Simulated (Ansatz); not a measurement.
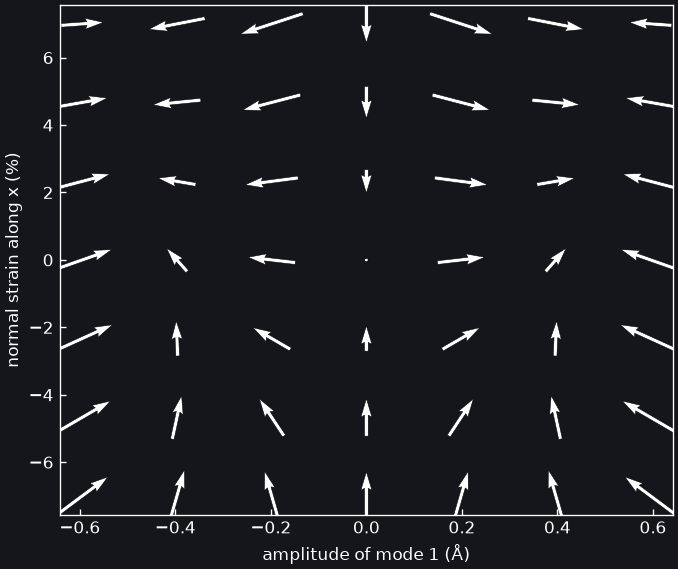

AgCl (Pm-3m, No. 221; 4 atoms in the cell). The energy is mapped over a normal mode and a strain (zone-centre modes of the 4-atom cell of this scan, which folds in the wave vector (0, 0, 1/2) of the primitive cell) (x, y and z along the cube axes). First axis: amplitude of mode 1 (97i cm⁻¹), largest displacement in the unstrained cell. Second axis: normal strain along x. Nothing is relaxed (the pattern is fixed in fractional coordinates). The scan uses a 7 × 7 grid; 28 points were computed and 21 follow by symmetry. Points are written as (first, second). Level of theory: Ansatz, DFT PBEsol, scalar-relativistic, plane waves, PAW. Settings: cutoff 420 eV, k-mesh 10×10×6 in the order of the run's cell vectors, gaussian smearing 0.05 eV, no spin polarisation.

The picture shows arrows along the force (downhill), their lengths compressed.

> The arrows alone are given. Where are the wells?

The arrows converge at about (−0.53 Å, 6.01 %); about (0.53 Å, 6.01 %) (read from the interpolated surface).

The energy map of the same scan:

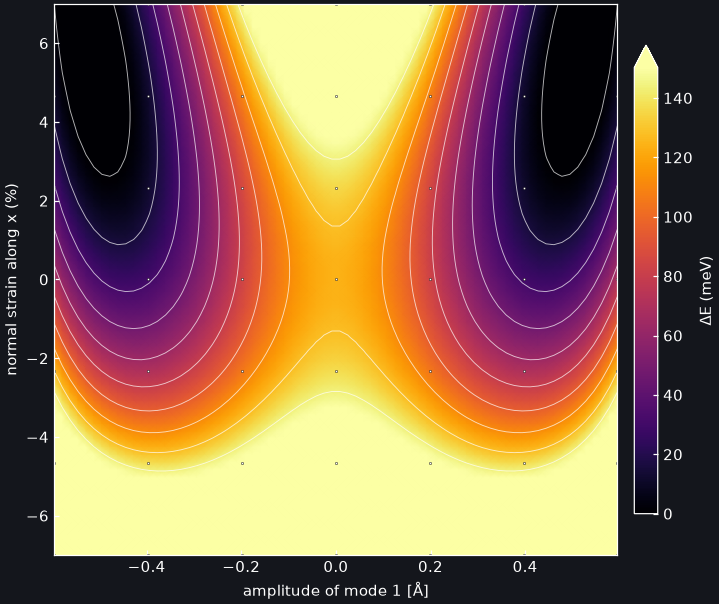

Energies are in meV, from the lowest grid point; between grid points the surface is interpolated.
